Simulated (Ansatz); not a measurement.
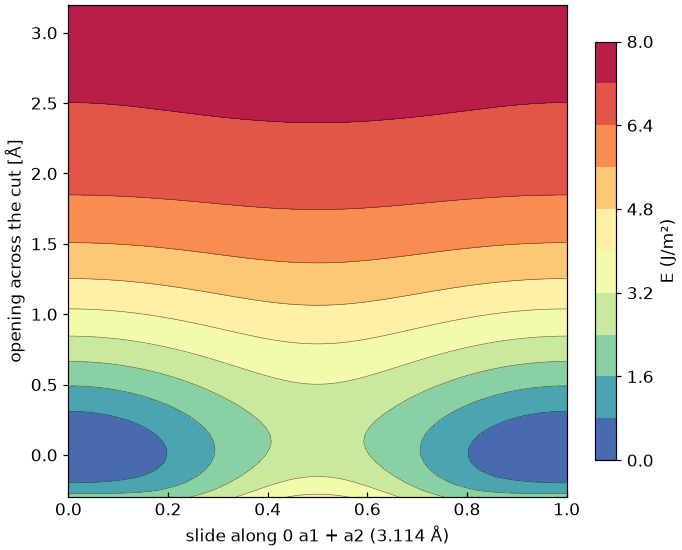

AlN (P6_3mc, No. 186; 8 atoms in the cell). Rigid slide and opening across a plane, one cut a cell; the plane is (0 0 1) of the conventional cell, and the faces at the cut hold Al and N. First axis: slide along 0 a1 + a2 (3.114 Å). Second axis: opening across the cut. Nothing is relaxed (rigid halves). The scan uses a 12 × 7 grid; 49 points were computed and 35 follow by symmetry. Points are written as (first, second). Energies: J/m², counted from the lowest grid point. The band gap closes in part of the range. Computed with DFT PBEsol, scalar-relativistic, plane waves, PAW (Ansatz). Settings: cutoff 520 eV, k-mesh 8×8×3 in the order of the run's cell vectors, gaussian smearing 0.05 eV, no spin polarisation.

The picture shows filled contours. Between grid points the surface is interpolated.

The lowest grid point is at (0.000, 0.0 Å). No other kind of well shows on this grid. The highest grid point, (0.500, 3.2 Å), lies 7.5 J/m² above the lowest. On the interpolated surface the easiest way out of the lowest well to its copy in the next cell or period passes a barrier of about 2.6 J/m². Round the minimum the two coordinates are nearly uncoupled.

The level of theory is changed to DFT LDA, scalar-relativistic, plane waves, PAW in Ansatz 0.2.0; with it change the cell, relaxed at the new level (first cell vector 3.089 Å, before 3.114 Å).

Q: What does this change do to the map?

A: The lowest place stays at (0.000, 0.0 Å). The span from the lowest to the highest grid point grows from 7.5 to 8.0 J/m². The easiest pass out of the lowest well goes from about 2.6 to about 2.7 J/m² on the interpolated surfaces. The curvature at the minimum changes by less than a tenth (about 23) eV per unit squared along the first coordinate and by less than a tenth (about 15) eV/Å² along opening across the cut (per cell).

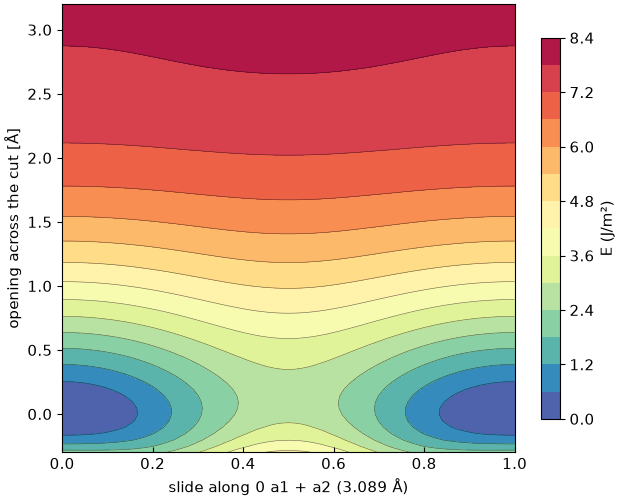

The map after the change, on a colour scale of its own. Drawn: filled contours. Between grid points the surface is interpolated.

PAW datasets: the set soft_1.
